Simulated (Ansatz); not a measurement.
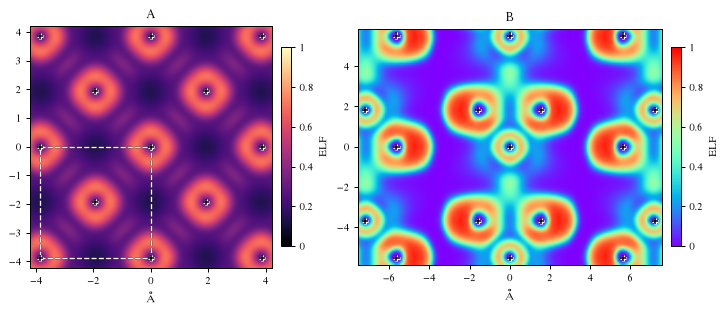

The electron localisation function of 2 systems, each on a plane through atoms (crosses mark nuclei in the plane).

These are results of DFT PBE, scalar-relativistic, plane waves, PAW in Ansatz, not measurements.

System 1: Ir, the (100) plane of the conventional cell. Space group Fm-3m; computed without spin polarisation.

```xyz
4
Lattice="3.8707 0.0000 0.0000 0.0000 3.8707 0.0000 0.0000 0.0000 3.8707" Properties=species:S:1:pos:R:3 pbc="T T T"
Ir    0.0000    0.0000    0.0000
Ir    1.9353    1.9353    0.0000
Ir    1.9353    0.0000    1.9353
Ir    0.0000    1.9353    1.9353
```

System 2: WS2, the (110) plane of the conventional cell. Space group P6₃/mmc; changed on purpose from its base cell (volume × 0.97, shape and atoms relaxed).

```
CELL_PARAMETERS angstrom
3.18815 0.00000 0.00000
-1.59407 2.76102 0.00000
0.00000 0.00000 14.40677
ATOMIC_POSITIONS crystal
W 0.33333 0.66667 0.25000
W 0.66667 0.33333 0.75000
S 0.33333 0.66667 0.64098
S 0.66667 0.33333 0.14098
S 0.33333 0.66667 0.85902
S 0.66667 0.33333 0.35902
```

Which map belongs to which system?

Answer. Panel A is system 1, Ir: the plane holds Ir. Ir–Ir (2.74 Å): the ELF is about 0.35 at the midpoint. Panel B is system 2, WS2: the plane holds W and S. W–S (2.42 Å): the ELF peaks at about 0.85 in the valence shell of S, 0.8 Å from its nucleus, and is about 0.50 at the midpoint.
